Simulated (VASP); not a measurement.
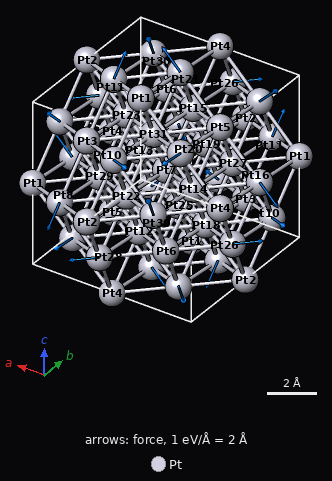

Starting geometry of a defect cell of composition Pt with the computed forces as blue arrows. A ball-and-stick model of the cell of the calculation, seen from a free direction.

The run lets the atoms move in a fixed cell.

These are results of Kohn-Sham DFT of a periodic cell, PBEsol, VASP PAW PBE potentials, recommended in VASP 6.6.1, not measurements.

Input
```
ALGO = Normal ; EDIFF = 1E-7
EDIFFG = -0.01 ; ENCUT = 320
GGA = PS ; IBRION = 2
ISIF = 2 ; ISMEAR = -1
LASPH = T ; LCHARG = F
LREAL = F ; LWAVE = F
NELM = 60 ; NSW = 40
PREC = Accurate ; SIGMA = 0.05
```

Run as
```bash
cat potpaw_PBE.64/Pt/POTCAR > POTCAR
mpirun -np 1 vasp_std > vasp.out
```

Q: Is this structure relaxed? If not, where do the atoms go?

A: It isn't relaxed: the largest force vector, on Pt atoms, is 0.67 eV/Å. The atoms end up moving mostly along the starting forces (cosine between the two patterns 0.99). The energy falls by 0.289 eV per cell of the calculation in 4 geometry steps. Largest force component: 0.47 eV/Å at the start, 0.0054 eV/Å at the end. The largest moves, 0.066 Å, are those of Pt atoms. The lattice vectors keep their values. Near-neighbour distances that change, for instance: Pt–Pt 2.770 → 2.835 Å, Pt–Pt 2.770 → 2.704 Å, Pt–Pt 2.770 → 2.793 Å, Pt–Pt 2.770 → 2.749 Å. It ran on 1 thread of Intel(R) Xeon(R) 6975P-C (Granite Rapids), with other jobs on the host.

Limits of the set-up: the periodic images lie only 7.8 Å apart, so the values are limited by the cell's size.
